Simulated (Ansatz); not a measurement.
**Geometry relaxation, with input and output: TaN (part 2 of 2)**

TaN (P6/mmm, 6 atoms in the cell); DFT PBEsol, scalar-relativistic, plane waves, PAW, no spin polarisation (Ansatz 0.2.0); cutoff 420 eV, 12×12×12 k-mesh, Gaussian smearing of 0.1 eV. The structure derives from an entry of the Crystallography Open Database.

Geometry of the input (Å; fractional positions):
```
5.1850  0.0000  0.0000
-2.5925  4.4903  0.0000
0.0000  0.0000  2.9080
Ta 0.0000  0.0000  0.0000
Ta 0.3333  0.6667  0.5000
Ta 0.6667  0.3333  0.5000
N  0.5000  0.0000  0.0000
N  0.5000  0.5000  0.0000
N  0.0000  0.5000  0.0000
```

```
basis re-selected at this cell: Δ(F+E_penalty+E_count) = -1.653e-5 eV, ΔP = +0.000 GPa vs the last step (what re-selecting the basis moved, of the pressure what is left beyond the Pulay correction that the steps carried, after the strain that the cell walked since its last selection, with what the two solves' SCF thresholds leave and, on support functions, any second-order correction that the steps lacked; it is no measure of the basis error at this ecutwfc). This SCF's stress stands 1.27e-3 GPa from its target on what of the cell is left free (relax.cell.stress_tol is 5.00e-2 GPa) and its largest allowed force component is 3.55e-17 eV/Å (relax.f_tol is 5.00e-3 eV/Å): within both
SCF converged after 4 iterations
Free energy (F): -30560.264077 eV
Harris-Foulkes:  -30560.264077 eV  (|F-HF|=1.82e-11)
Internal energy: -30560.260822 eV  (E = F + TS)
E sigma→0 (E₀):  -30560.262450 eV
Entropy (-TS):   -0.003255 eV (-0.543 meV/atom)
Fermi energy:    19.408143 eV
--- Per-component energies (eV) ---
  E_band       = -226.516495
  E_kinetic    = 1496.886192
  E_local      = -2083.025425  (includes V_loc(G=0)·N_el)
  E_nonlocal   = 188.727231
  E_hartree    = 709.311899
  E_xc         = -832.411415
  E_vxc        = -843.303144  (∫ρ·V_xc dr)
  E_paw        = -25185.933586  (= ΣΔE_a)
  E_vpaw       = -404.425837  (= ΣTr[D̂ρ^β])
  E_aug_tail   = 0.000874  (compensation charges beyond the density's cutoff)
  E_ewald      = -4854.541827
  E_core_change = 0.725236  (= ΣΔE_core)
  E_smearing   = -0.003255  (= −TS)
  E_closure    = 0.000000  (closes the sum)
  Σ components = -30560.264077   (vs F -30560.264077, Δ=0.00e0)
--- Forces (eV/Å), atoms counted from 1 ---
  atom   1  Ta     0.00000000     0.00000000     0.00000000
  atom   2  Ta     0.00000000    -0.00000000     0.00000000
  atom   3  Ta     0.00000000     0.00000000    -0.00000000
  atom   4  N     -0.00000000     0.00000000    -0.00000000
  atom   5  N      0.00000000     0.00000000     0.00000000
  atom   6  N      0.00000000     0.00000000     0.00000000
  max |Σ_I F_I| component: 2.78e-17 eV/Å
--- Stress (GPa, compression-positive) ---
        0.001273       0.000000       0.000000
        0.000000       0.001273      -0.000000
        0.000000      -0.000000       0.000593
  P = ⅓ Tr σ = 0.0010 GPa (0.010 kbar)
--- Band table (eV; the first three rows and the last of 133) ---
  k-point 0: bands = ["-49.7850", "-49.7384", "-49.4487", "-16.7061", "-16.7061", "-16.3220", "-16.3220", "-16.1020", "-15.9942", "-15.9942", "-15.9666", "-15.2268", "1.0054", "4.2540", "4.2540", "9.0955", "12.1796", "12.1796", "13.2328", "13.2328", "13.8049", "16.2362", "16.3428", "16.3428", "16.8655", "17.2621", "18.1018", "18.1018", "20.2167", "20.2167", "20.5241", "21.5450", "21.5450"]
  k-point 1: bands = ["-49.7817", "-49.7352", "-49.4461", "-16.6954", "-16.6954", "-16.3110", "-16.3110", "-16.1708", "-16.0282", "-15.9927", "-15.9927", "-15.2732", "1.1648", "4.1798", "4.1798", "9.3541", "12.1874", "12.1874", "13.1713", "13.1713", "13.7702", "15.9379", "15.9379", "16.1637", "16.9011", "17.5756", "18.2617", "18.2617", "20.3256", "20.3256", "20.6029", "21.6779", "21.6779"]
  k-point 2: bands = ["-49.7727", "-49.7265", "-49.4391", "-16.6660", "-16.6660", "-16.3546", "-16.2800", "-16.2800", "-16.1934", "-15.9895", "-15.9895", "-15.3984", "1.6118", "3.9783", "3.9783", "10.0867", "12.1629", "12.1629", "13.0429", "13.0429", "13.3740", "15.2341", "15.2341", "16.4343", "17.0000", "18.4096", "18.6672", "18.6672", "19.6842", "19.6842", "20.8266", "22.0203", "22.0203"]
  k-point 132: bands = ["-49.7133", "-49.7133", "-49.4103", "-16.9527", "-16.9527", "-16.5987", "-16.3366", "-16.3366", "-16.0837", "-15.9911", "-15.9911", "-15.8682", "3.0817", "3.6123", "3.6123", "11.4522", "11.4522", "12.3887", "12.3887", "12.6973", "12.7168", "13.0886", "15.7000", "15.7000", "16.9215", "16.9215", "17.5750", "21.9552", "21.9552", "22.0362", "22.0362", "22.0429", "23.1886"]
--- Relaxed structure (5 steps of the walk, 5 accepted, 2 SCFs on fresh bases) ---
  F+E_penalty+E_count = -30560.26407731 eV   max|allowed force component| = 3.547e-17 eV/Å   (the final SCF, on the basis selected at the relaxed cell)
  cell:  # Å, volume = 68.1274 Å³
    - [5.205089414327478, 0.0, 1.633392089900811e-34]
    - [-2.602544707163739, 4.5077396617770615, -1.7007954475720666e-34]
    - [8.015750760456921e-35, -6.298089883216153e-35, 2.9035873958845153]
  atoms:
    - { symbol: Ta, position: [8.306041303747804e-35, 1.0485858089054782e-34, -1.0646281481793966e-34] }
    - { symbol: Ta, position: [0.33333333333333326, 0.6666666666666666, 0.49999999999999994] }
    - { symbol: Ta, position: [0.6666666666666667, 0.33333333333333326, 0.49999999999999994] }
    - { symbol: N, position: [0.5, -4.37817298076151e-36, 2.9594862358391467e-35] }
    - { symbol: N, position: [0.5, 0.49999999999999994, 1.7123088274013787e-35] }
    - { symbol: N, position: [-2.7755575615628914e-17, 0.49999999999999994, 2.948706828678924e-35] }
```

Trajectory as extended XYZ (Å, eV, eV/Å), 7 frames, from step=1 to step=7:
```
6
Lattice="5.1850 0.0000 0.0000 -2.5925 4.4903 0.0000 0.0000 0.0000 2.9080" Properties=species:S:1:pos:R:3:forces:R:3 step=1 energy=-30560.26070 pressure_GPa=1.57
Ta    0.0000    0.0000    0.0000    0.0000   0.0000   0.0000
Ta    0.0000    2.9936    1.4540    0.0000   0.0000   0.0000
Ta    2.5925    1.4968    1.4540    0.0000   0.0000   0.0000
N     2.5925    0.0000    0.0000    0.0000   0.0000   0.0000
N     1.2962    2.2452    0.0000    0.0000   0.0000   0.0000
N    -1.2962    2.2452    0.0000    0.0000   0.0000   0.0000
6
Lattice="5.2223 0.0000 0.0000 -2.6112 4.5227 0.0000 0.0000 0.0000 2.8960" Properties=species:S:1:pos:R:3:forces:R:3 step=2 energy=-30560.25921 pressure_GPa=-0.83
Ta    0.0000    0.0000    0.0000    0.0000   0.0000   0.0000
Ta    0.0000    3.0151    1.4480    0.0000   0.0000   0.0000
Ta    2.6112    1.5075    1.4480    0.0000   0.0000   0.0000
N     2.6112    0.0000    0.0000    0.0000   0.0000   0.0000
N     1.3056    2.2613    0.0000    0.0000   0.0000   0.0000
N    -1.3056    2.2613    0.0000    0.0000   0.0000   0.0000
6
Lattice="5.2048 0.0000 0.0000 -2.6024 4.5075 0.0000 0.0000 0.0000 2.9031" Properties=species:S:1:pos:R:3:forces:R:3 step=3 energy=-30560.26275 pressure_GPa=0.07
Ta    0.0000    0.0000    0.0000    0.0000   0.0000   0.0000
Ta    0.0000    3.0050    1.4516    0.0000   0.0000   0.0000
Ta    2.6024    1.5025    1.4516    0.0000   0.0000   0.0000
N     2.6024    0.0000    0.0000    0.0000   0.0000   0.0000
N     1.3012    2.2537    0.0000    0.0000   0.0000   0.0000
N    -1.3012    2.2537    0.0000    0.0000   0.0000   0.0000
6
Lattice="5.2047 0.0000 0.0000 -2.6023 4.5074 0.0000 0.0000 0.0000 2.9036" Properties=species:S:1:pos:R:3:forces:R:3 step=4 energy=-30560.26274 pressure_GPa=0.02
Ta    0.0000    0.0000    0.0000    0.0000   0.0000   0.0000
Ta    0.0000    3.0049    1.4518    0.0000   0.0000   0.0000
Ta    2.6023    1.5025    1.4518    0.0000   0.0000   0.0000
N     2.6023    0.0000    0.0000    0.0000   0.0000   0.0000
N     1.3012    2.2537    0.0000    0.0000   0.0000   0.0000
N    -1.3012    2.2537    0.0000    0.0000   0.0000   0.0000
6
Lattice="5.2047 0.0000 0.0000 -2.6023 4.5074 0.0000 0.0000 0.0000 2.9036" Properties=species:S:1:pos:R:3:forces:R:3 step=5 energy=-30560.26409 pressure_GPa=0.05
Ta    0.0000    0.0000    0.0000    0.0000   0.0000   0.0000
Ta    0.0000    3.0049    1.4518    0.0000   0.0000   0.0000
Ta    2.6023    1.5025    1.4518    0.0000   0.0000   0.0000
N     2.6023    0.0000    0.0000    0.0000   0.0000   0.0000
N     1.3012    2.2537    0.0000    0.0000   0.0000   0.0000
N    -1.3012    2.2537    0.0000    0.0000   0.0000   0.0000
6
Lattice="5.2051 0.0000 0.0000 -2.6025 4.5077 0.0000 0.0000 0.0000 2.9036" Properties=species:S:1:pos:R:3:forces:R:3 step=6 energy=-30560.26406 pressure_GPa=0.00
Ta    0.0000    0.0000    0.0000    0.0000   0.0000   0.0000
Ta    0.0000    3.0052    1.4518    0.0000   0.0000   0.0000
Ta    2.6025    1.5026    1.4518    0.0000   0.0000   0.0000
N     2.6025    0.0000    0.0000    0.0000   0.0000   0.0000
N     1.3013    2.2539    0.0000    0.0000   0.0000   0.0000
N    -1.3013    2.2539    0.0000    0.0000   0.0000   0.0000
6
Lattice="5.2051 0.0000 0.0000 -2.6025 4.5077 0.0000 0.0000 0.0000 2.9036" Properties=species:S:1:pos:R:3:forces:R:3 step=7 energy=-30560.26408 pressure_GPa=0.00
Ta    0.0000    0.0000    0.0000    0.0000   0.0000   0.0000
Ta    0.0000    3.0052    1.4518    0.0000   0.0000   0.0000
Ta    2.6025    1.5026    1.4518    0.0000   0.0000   0.0000
N     2.6025    0.0000    0.0000    0.0000   0.0000   0.0000
N     1.3013    2.2539    0.0000    0.0000   0.0000   0.0000
N    -1.3013    2.2539    0.0000    0.0000   0.0000   0.0000
```

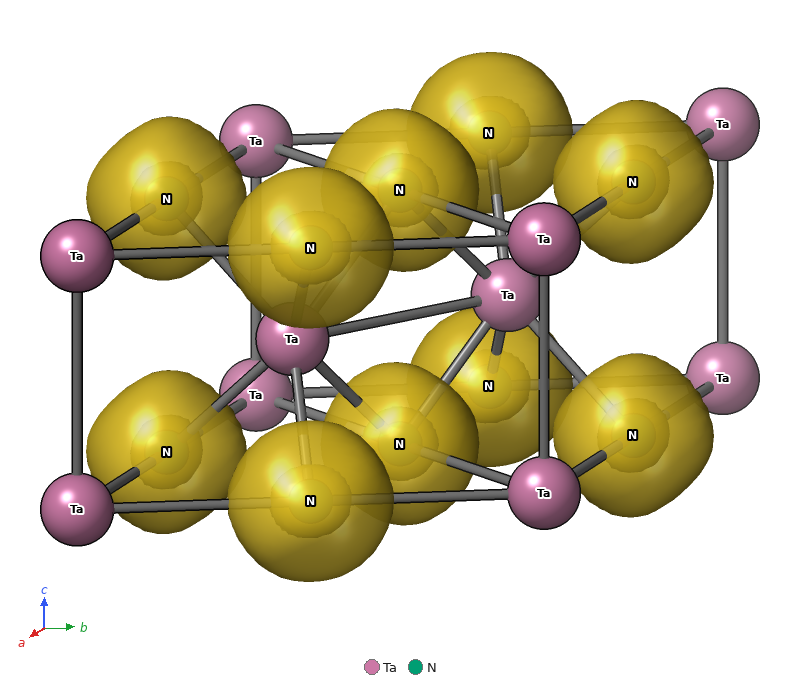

Isosurface of the ELF at 0.65 (yellow), seen slightly off an axis. Core shells and regions of very low density are left out. Sticks mark near contacts. The outline is the cell set on symmetry axes. Along the contacts the grid gives the following. Ta–N (2.09 Å): the ELF is about 0.25 at the midpoint (a polar contact without a shared pair, in a metal). Ta–Ta (2.90 Å): the ELF is about 0.40 at the midpoint (no shared electron pair). Core electrons are frozen (PAW), so the fields are smoothed inside the atomic spheres.

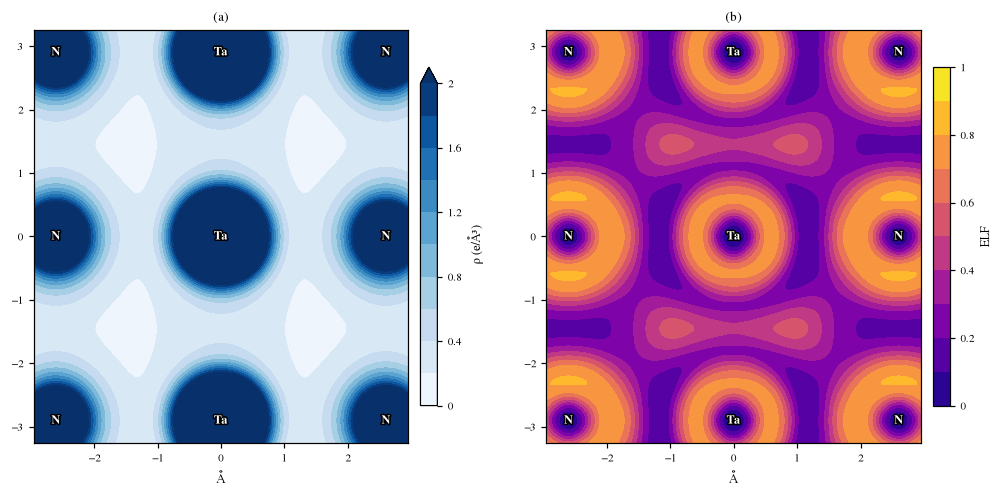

(a) valence pseudo-density; (b) ELF on the (100) plane of the conventional cell. The section cuts through Ta and N sites. Ta–Ta (2.90 Å): ρ at the midpoint is about 0.34 e/Å³; the ELF is about 0.40 at the midpoint; no shared electron pair. Away from the nuclei the density in this plane falls to 0.17 e/Å³ at its lowest. The strong features right at Ta lie inside the PAW spheres (semicore, d or f shells) and say nothing about bonding.

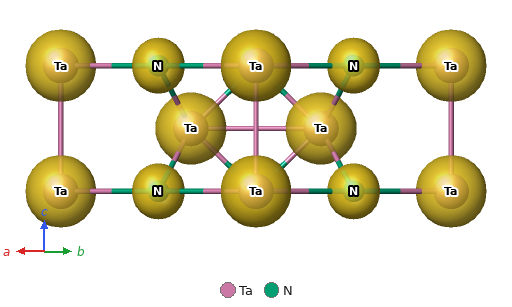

Isosurface of the valence charge density (pseudo) at 1.5 e/Å³ (yellow), seen along [110]. Sticks mark near contacts. The outline is the cell set on symmetry axes. At this value the density breaks into separate islands; it holds about 55 % of the electrons treated as valence (semicore included). It is pinched off along the Ta–N (2.09 Å), Ta–Ta (2.90 Å) and Ta–Ta (3.01 Å) contacts. On the grid the lowest density along these lines, outside the cores, is 0.73 e/Å³ (Ta–N, 2.09 Å), 0.34 e/Å³ (Ta–Ta, 2.90 Å) and 0.26 e/Å³ (Ta–Ta, 3.01 Å).

Key numbers:

```json
{"quantity": "outcome", "value": "converged"}
{"quantity": "space group (tolerance 0.01 Å)", "value": "P6/mmm (191)"}
{"quantity": "electrons treated", "value": "54"}
{"quantity": "free energy", "value": "−30560.2641 eV"}
{"quantity": "Fermi energy", "value": "19.408 eV"}
{"quantity": "gap on the k-point mesh", "value": "none (metallic)"}
{"quantity": "pressure", "value": "0.00 GPa"}
{"quantity": "final volume", "value": "68.13 Å³"}
{"quantity": "largest force (length of the vector) at the end", "value": "under 0.001 eV/Å"}
{"quantity": "final cell", "value": "a = 5.205 Å, b = 5.205 Å, c = 2.904 Å, α = 90.00°, β = 90.00°, γ = 120.00°"}
{"quantity": "hardware", "value": "4 threads of Intel Xeon (Granite Rapids), 32 GiB of memory available, shared host"}
{"quantity": "wall time", "value": "17 s (CPU time 63 s)"}
{"quantity": "peak memory", "value": "0.61 GiB"}
```

Remarks:

Spin–orbit coupling is left out, which matters for Ta.
